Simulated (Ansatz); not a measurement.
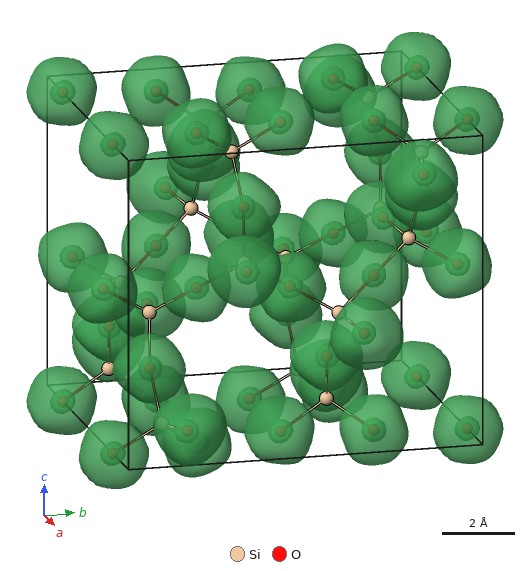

*SiO2. Isosurface of the electron localisation function at 0.65 (green), seen slightly off an axis. Core shells and regions of very low density are left out. Sticks mark near contacts.*

Space group Cmce; a structure from a database of computed crystals, not necessarily the ambient phase.

All numbers below come from DFT, r2SCAN, plane-wave PAW, default files, scalar-relativistic (Ansatz).

Core electrons are frozen (PAW), and the valence fields are smoothed inside the atomic spheres.

What do the ELF domains correspond to?

At this value the surface marks out 32 regions on O in which the atom's valence shell and bonds are merged, counted in one cell of 48 atoms. Any copies at cell faces, edges or corners count once. Profiles from the grid: Si–O (1.60 Å): the ELF peaks at about 0.85 between the atoms; a polar covalent bond.

Metal or insulator at this level of theory?

It is gapped, with a Kohn–Sham gap of 6.1 eV on the k-point mesh (the band edges may lie off the mesh, which would make the gap smaller).
